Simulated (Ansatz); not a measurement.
HfO₂: geometry relaxation (part 3 of 3)

The same run, continued: HfO₂ (30 atoms in the cell); DFT PBEsol, scalar-relativistic, plane waves, PAW, no spin polarisation (Ansatz 0.2.0); cutoff 420 eV, 1×1×4 k-mesh, Gaussian smearing of 0.05 eV. The structure derives from an entry of the Crystallography Open Database. It belongs to a series of runs on one base structure; here: wire along [1 1 1], 30 atoms a period.

### Output, continued
```
  k-point 2: bands = ["-62.6299", "-62.6275", "-62.6144", "-62.6121", "-62.5999", "-62.5991", "-62.5649", "-62.5633", "-62.3970", "-62.3970", "-31.9254", "-31.9227", "-31.8401", "-31.8230", "-31.7878", "-31.7651", "-31.7102", "-31.6645", "-31.6183", "-31.5987", "-31.5548", "-31.5105", "-31.4852", "-31.4600", "-31.4520", "-31.3781", "-31.3779", "-31.3770", "-31.3732", "-31.3201", "-31.3110", "-31.2833", "-31.2623", "-31.2507", "-31.2131", "-31.2059", "-31.1715", "-31.1365", "-31.0941", "-31.0793",
      "-19.9779", "-19.6854", "-19.3492", "-19.2652", "-19.0912", "-18.9119", "-18.7941", "-18.6358", "-18.5157", "-18.4107", "-18.1351", "-18.0869", "-17.9504", "-17.8042", "-17.7210", "-17.6835", "-17.6750", "-17.6574", "-17.2862", "-17.2450", "-12.5719", "-12.5711", "-12.5654", "-12.5620", "-12.5517", "-12.5517", "-12.5436", "-12.5435", "-12.5246", "-12.5170", "-12.5149", "-12.5122", "-12.5072", "-12.5029", "-12.5003", "-12.4938", "-12.4905", "-12.4866", "-12.4810", "-12.4805",
      "-12.4799", "-12.4788", "-12.4709", "-12.4689", "-12.4689", "-12.4678", "-12.4596", "-12.4587", "-12.4582", "-12.4578", "-12.4467", "-12.4415", "-12.4342", "-12.4330", "-12.4273", "-12.4258", "-12.4217", "-12.4208", "-12.4119", "-12.4001", "-12.3924", "-12.3873", "-12.3866", "-12.3779", "-12.3773", "-12.3767", "-12.3684", "-12.3627", "-12.3611", "-12.3563", "-12.3546", "-12.3409", "-12.3403", "-12.3325", "-12.3189", "-12.3113", "-12.2835", "-12.2830", "-12.2718", "-12.2717",
      "-12.2644", "-12.2644", "-12.2640", "-12.2625", "-12.2519", "-12.2494", "-12.2450", "-12.2440", "-12.2220", "-12.2198", "-7.4380", "-7.3410", "-6.9792", "-6.8331", "-6.7625", "-6.7525", "-6.3431", "-6.2468", "-6.1456", "-6.0949", "-6.0079", "-5.9351", "-5.8784", "-5.7992", "-5.7804", "-5.7348", "-5.5960", "-5.5369", "-5.1366", "-5.1208", "-5.1093", "-5.0651", "-5.0483", "-4.9143", "-4.8037", "-4.7944", "-4.6590", "-4.6099", "-4.4337", "-4.3220",
      "-4.3129", "-4.3127", "-4.1731", "-4.0963", "-4.0856", "-4.0855", "-4.0013", "-3.8705", "-3.8701", "-3.8102", "-3.5796", "-3.5774", "-3.5536", "-3.4565", "-3.3639", "-3.3452", "-3.1665", "-3.1660", "-3.0387", "-3.0337", "-2.9735", "-2.9578", "-2.9458", "-2.8808", "-2.7320", "-2.7027", "-2.7020", "-2.6949", "-2.4827", "-2.2265", "1.8257", "1.9219", "2.1168", "2.2230", "2.2282", "2.3872", "2.3967", "2.4683", "2.4921", "2.6499",
      "2.7124", "2.7432", "2.8852", "2.9078", "2.9315", "3.2607", "3.3229", "3.3243", "3.3254", "3.4988", "3.5319", "3.5773", "3.6677", "3.7411", "3.7694", "3.9579", "4.0885", "4.1076", "4.2762", "4.3008", "4.3753", "4.3885", "4.5048", "4.6763", "4.7076", "4.7979", "4.8640", "4.8747"]
--- Relaxed structure (13 steps of the walk, 13 accepted, 2 SCFs on fresh bases) ---
  F+E_penalty+E_count = -167236.10014690 eV   max|allowed force component| = 7.890e-3 eV/Å   (the final SCF, on the basis selected at the relaxed cell)
  cell:  # Å, volume = 1695.7668 Å³
    - [15.2, -3.8529094244489235e-127, 2.2270000135148643e-80]
    - [-3.2699033931178366e-127, 12.9, 1.5615545957800374e-112]
    - [1.2799832269731473e-80, 1.057535876218461e-112, 8.648341313808178]
  atoms:
    - { symbol: Hf, position: [0.6175352573121825, 0.5000000000000001, 0.005803937186039889] }
    - { symbol: Hf, position: [0.31873776773147633, 0.5000000000000001, 0.6757562132587533] }
    - { symbol: O, position: [0.4385352616262228, 0.5000000000000001, 0.5709447217371189] }
    - { symbol: O, position: [0.7234105531020011, 0.5000000000000001, 0.8699271283247992] }
    - { symbol: O, position: [0.6347586214376044, 0.6225091887371498, 0.13562727712631653] }
    - { symbol: O, position: [0.4997127026662216, 0.30603400742753933, 0.4504568184978556] }
    - { symbol: O, position: [0.36426352472083723, 0.6404889818610007, 0.735501480804723] }
    - { symbol: Hf, position: [0.3824647426878177, 0.5000000000000001, 0.32752939614729354] }
    - { symbol: Hf, position: [0.6812622322685239, 0.5000000000000001, 0.6575771200745801] }
    - { symbol: O, position: [0.5243319906520318, 0.5000000000000001, 0.32232822395888894] }
    - { symbol: O, position: [0.31240330353731444, 0.5000000000000001, 0.9229743990112298] }
    - { symbol: O, position: [0.6347586214376044, 0.3774908112628504, 0.13562727712631653] }
    - { symbol: O, position: [0.4997127026662216, 0.6939659925724607, 0.45045681849785557] }
    - { symbol: O, position: [0.36426352472083723, 0.35951101813899966, 0.735501480804723] }
    - { symbol: Hf, position: [0.39698553445573476, 0.37762926964381144, -0.02308911419762033] }
    - { symbol: Hf, position: [0.6030144655442651, 0.37762926964381144, 0.3564224475309536] }
    - { symbol: Hf, position: [0.5, 0.6394438026633729, 0.6666666666666667] }
    - { symbol: O, position: [0.36524137856239564, 0.6225091887371498, 0.19770605620701684] }
    - { symbol: O, position: [0.635736475279163, 0.6404889818610007, 0.5978318525286106] }
    - { symbol: O, position: [0.5002872973337785, 0.30603400742753933, 0.8828765148354779] }
    - { symbol: O, position: [0.4756680093479682, 0.5000000000000001, 0.011005109374444566] }
    - { symbol: O, position: [0.6875966964626855, 0.5000000000000001, 0.41035893432210346] }
    - { symbol: Hf, position: [0.39698553445573476, 0.6223707303561887, -0.02308911419762033] }
    - { symbol: Hf, position: [0.6030144655442651, 0.6223707303561887, 0.3564224475309536] }
    - { symbol: Hf, position: [0.5, 0.3605561973366273, 0.6666666666666667] }
    - { symbol: O, position: [0.36524137856239564, 0.3774908112628504, 0.19770605620701684] }
    - { symbol: O, position: [0.635736475279163, 0.35951101813899966, 0.5978318525286106] }
    - { symbol: O, position: [0.5002872973337785, 0.6939659925724608, 0.8828765148354779] }
    - { symbol: O, position: [0.2765894468979989, 0.5000000000000001, 0.4634062050085342] }
    - { symbol: O, position: [0.5614647383737773, 0.5000000000000001, 0.7623886115962148] }
--- Löwdin populations: 30 sites ---
  site symbol       q [e]
     0     Hf     24.5774
     1     Hf     24.6055
     2      O      6.6248
     3      O      6.6294
     4      O      6.6254
     5      O      6.6579
     6      O      6.6664
     7     Hf     24.5774
     8     Hf     24.6055
     9      O      6.5864
    10      O      6.6823
    11      O      6.6254
    12      O      6.6579
    13      O      6.6664
    14     Hf     24.5814
    15     Hf     24.5814
    16     Hf     24.6106
    17      O      6.6254
    18      O      6.6664
    19      O      6.6579
    20      O      6.5864
    21      O      6.6823
    22     Hf     24.5814
    23     Hf     24.5814
    24     Hf     24.6106
    25      O      6.6254
    26      O      6.6664
    27      O      6.6579
    28      O      6.6294
    29      O      6.6248
  spilling = 0.003271 (of n_electrons = 380.000000)
```

### Trajectory as extended XYZ (Å, eV, eV/Å), 3 of the 15 frames kept, from step=1 to step=15
```
30
Lattice="15.2000 0.0000 0.0000 0.0000 12.9000 0.0000 0.0000 0.0000 8.7363" Properties=species:S:1:pos:R:3:forces:R:3 step=1 energy=-167217.94086 pressure_GPa=-4.88
Hf    8.6296    6.4500    0.0000    3.8847   0.0000   1.1223
Hf    4.5113    6.4500    5.8242    5.4365   0.0000  -2.7888
O     6.5704    6.4500    5.0962    0.3743   0.0000   1.8495
O    10.6887    6.4500    8.0083    0.5520   0.0000  -5.0654
O     9.6592    8.2333    0.7280    0.0973   0.5953   4.6032
O     7.6000    4.6667    3.6401    2.1648  -1.2824   1.0426
O     5.5408    8.2333    6.5522   -1.1452   0.4417  -0.9977
Hf    6.5704    6.4500    2.9121   -3.8847   0.0000  -1.1223
Hf   10.6887    6.4500    5.8242   -5.4365   0.0000   2.7888
O     8.6296    6.4500    2.1841    0.9570   0.0000   1.3839
O     4.5113    6.4500    8.0083   -0.7298   0.0000   0.7082
O     9.6592    4.6667    0.7280    0.0973  -0.5953   4.6032
O     7.6000    8.2333    3.6401    2.1648   1.2824   1.0426
O     5.5408    4.6667    6.5522   -1.1452  -0.4417  -0.9977
Hf    5.5408    4.6667    0.0000    3.5693   4.9069   2.6183
Hf    9.6592    4.6667    2.9121   -3.5693   4.9069  -2.6183
Hf    7.6000    8.2333    5.8242    0.0000  -4.0130   0.0000
O     5.5408    8.2333    2.1841   -0.0973   0.5953  -4.6032
O     9.6592    8.2333    5.0962    1.1452   0.4417   0.9977
O     7.6000    4.6667    8.0083   -2.1648  -1.2824  -1.0426
O     6.5704    6.4500    0.7280   -0.9570   0.0000  -1.3839
O    10.6887    6.4500    3.6401    0.7298   0.0000  -0.7082
Hf    5.5408    8.2333    0.0000    3.5693  -4.9069   2.6183
Hf    9.6592    8.2333    2.9121   -3.5693  -4.9069  -2.6183
Hf    7.6000    4.6667    5.8242    0.0000   4.0130   0.0000
O     5.5408    4.6667    2.1841   -0.0973  -0.5953  -4.6032
O     9.6592    4.6667    5.0962    1.1452  -0.4417   0.9977
O     7.6000    8.2333    8.0083   -2.1648   1.2824  -1.0426
O     4.5113    6.4500    3.6401   -0.5520   0.0000   5.0654
O     8.6296    6.4500    6.5522   -0.3743   0.0000  -1.8495
30
Lattice="15.2000 0.0000 0.0000 0.0000 12.9000 0.0000 0.0000 0.0000 8.6672" Properties=species:S:1:pos:R:3:forces:R:3 step=8 energy=-167236.09428 pressure_GPa=0.04
Hf    9.3857    6.4500    0.0478   -0.0529   0.0000   0.1830
Hf    4.8481    6.4500    5.8538   -0.1017   0.0000   0.0384
O     6.6672    6.4500    4.9628   -0.0590   0.0000  -0.0766
O    10.9917    6.4500    7.5447    0.0072   0.0000  -0.0912
O     9.6479    8.0194    1.1878   -0.0564  -0.0259  -0.0050
O     7.5973    3.9456    3.9099   -0.0786  -0.0524   0.0208
O     5.5343    8.2633    6.3793    0.0105   0.0439  -0.1243
Hf    5.8143    6.4500    2.8412    0.0529   0.0000  -0.1830
Hf   10.3519    6.4500    5.7024    0.1017   0.0000  -0.0384
O     7.9784    6.4500    2.8363   -0.1952   0.0000  -0.1640
O     4.7428    6.4500    7.9887   -0.0051   0.0000  -0.0213
O     9.6479    4.8806    1.1878   -0.0564   0.0259  -0.0050
O     7.5973    8.9544    3.9099   -0.0786   0.0524   0.0208
O     5.5343    4.6367    6.3793    0.0105  -0.0439  -0.1243
Hf    6.0324    4.8672   -0.2159   -0.1397   0.1101   0.2341
Hf    9.1676    4.8672    3.1049    0.1397   0.1101  -0.2341
Hf    7.6000    8.2513    5.7781    0.0000  -0.0391   0.0000
O     5.5521    8.0194    1.7013    0.0564  -0.0259   0.0050
O     9.6657    8.2633    5.1770   -0.0105   0.0439   0.1243
O     7.6027    3.9456    7.6463    0.0786  -0.0524  -0.0208
O     7.2216    6.4500    0.0528    0.1952   0.0000   0.1640
O    10.4572    6.4500    3.5675    0.0051   0.0000   0.0213
Hf    6.0324    8.0328   -0.2159   -0.1397  -0.1101   0.2341
Hf    9.1676    8.0328    3.1049    0.1397  -0.1101  -0.2341
Hf    7.6000    4.6487    5.7781    0.0000   0.0391   0.0000
O     5.5521    4.8806    1.7013    0.0564   0.0259   0.0050
O     9.6657    4.6367    5.1770   -0.0105  -0.0439   0.1243
O     7.6027    8.9544    7.6463    0.0786   0.0524  -0.0208
O     4.2083    6.4500    4.0115   -0.0072   0.0000   0.0912
O     8.5328    6.4500    6.5934    0.0590   0.0000   0.0766
30
Lattice="15.2000 0.0000 0.0000 0.0000 12.9000 0.0000 0.0000 0.0000 8.6483" Properties=species:S:1:pos:R:3:forces:R:3 step=15 energy=-167236.10015 pressure_GPa=-0.00
Hf    9.3865    6.4500    0.0502   -0.0010   0.0000  -0.0048
Hf    4.8448    6.4500    5.8442    0.0031   0.0000   0.0049
O     6.6657    6.4500    4.9377    0.0024   0.0000   0.0002
O    10.9958    6.4500    7.5234    0.0016   0.0000   0.0025
O     9.6483    8.0304    1.1730    0.0012  -0.0001   0.0011
O     7.5956    3.9478    3.8957    0.0010  -0.0012   0.0007
O     5.5368    8.2623    6.3609    0.0039  -0.0009  -0.0019
Hf    5.8135    6.4500    2.8326    0.0010   0.0000   0.0048
Hf   10.3552    6.4500    5.6870   -0.0031   0.0000  -0.0049
O     7.9698    6.4500    2.7876   -0.0017   0.0000  -0.0001
O     4.7485    6.4500    7.9822   -0.0026   0.0000  -0.0011
O     9.6483    4.8696    1.1730    0.0012   0.0001   0.0011
O     7.5956    8.9522    3.8957    0.0010   0.0012   0.0007
O     5.5368    4.6377    6.3609    0.0039   0.0009  -0.0019
Hf    6.0342    4.8714   -0.1997    0.0042   0.0079  -0.0027
Hf    9.1658    4.8714    3.0825   -0.0042   0.0079   0.0027
Hf    7.6000    8.2488    5.7656    0.0000   0.0031   0.0000
O     5.5517    8.0304    1.7098   -0.0012  -0.0001  -0.0011
O     9.6632    8.2623    5.1703   -0.0039  -0.0009   0.0019
O     7.6044    3.9478    7.6354   -0.0010  -0.0012  -0.0007
O     7.2302    6.4500    0.0952    0.0017   0.0000   0.0001
O    10.4515    6.4500    3.5489    0.0026   0.0000   0.0011
Hf    6.0342    8.0286   -0.1997    0.0042  -0.0079  -0.0027
Hf    9.1658    8.0286    3.0825   -0.0042  -0.0079   0.0027
Hf    7.6000    4.6512    5.7656    0.0000  -0.0031   0.0000
O     5.5517    4.8696    1.7098   -0.0012   0.0001  -0.0011
O     9.6632    4.6377    5.1703   -0.0039   0.0009   0.0019
O     7.6044    8.9522    7.6354   -0.0010   0.0012  -0.0007
O     4.2042    6.4500    4.0077   -0.0016   0.0000  -0.0025
O     8.5343    6.4500    6.5934   -0.0024   0.0000  -0.0002
```

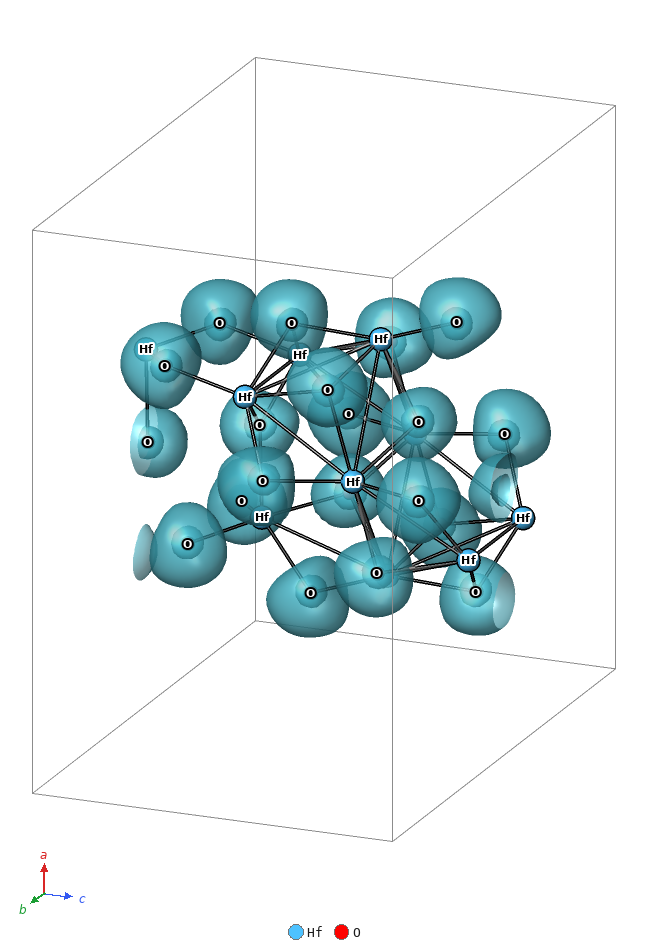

**Figure 1.** Isosurface of the electron localisation function at 0.7 (cyan), seen from the side, at a tilt. Only the valence region is drawn (cores and ρ < 0.01 e/Å³ removed). Sticks mark near contacts. Along the contacts the grid gives the following. Hf–O (1.95 Å): the ELF peaks at about 0.80 in the valence shell of O, 0.5 Å from its nucleus, and drops to about 0.25 between the two atoms. Hf–Hf (3.11 Å): the ELF is about 0.20 at the midpoint. In a PAW calculation such maps are meaningful between the atoms, not at the nuclei.

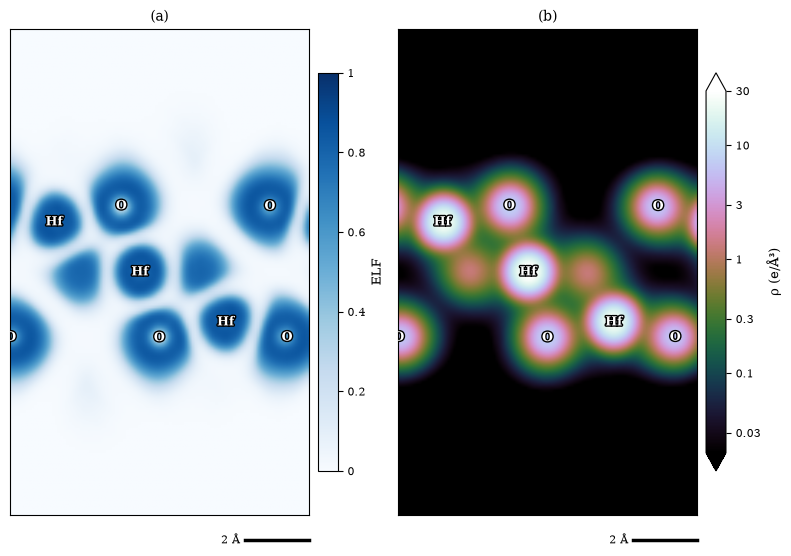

**Figure 2.** (a) electron localisation function; (b) valence pseudo-density on the (010) plane of the calculation cell, a cut from vacuum to vacuum. The section cuts through O and Hf sites. Hf–O (1.97 Å): ρ is about 1.1 e/Å³ halfway; the ELF peaks at about 0.80 in the valence shell of O, 0.5 Å from its nucleus, and drops to about 0.20 between the two atoms. Hf–Hf (3.11 Å): ρ at the midpoint is about 0.26 e/Å³; the ELF is about 0.20 at the midpoint. Hf–O (1.97 Å): ρ is about 1.1 e/Å³ halfway; the ELF peaks at about 0.80 in the valence shell of O, 0.5 Å from its nucleus, and drops to about 0.20 between the two atoms. Hf–O (2.15 Å): ρ at the midpoint is about 0.66 e/Å³; the ELF peaks at about 0.80 in the valence shell of O, 0.6 Å from its nucleus, and drops to about 0.15 between the two atoms. The density dies away to nearly zero in the vacuum. The strong features right at Hf lie inside the PAW spheres (semicore, d or f shells) and say nothing about bonding.
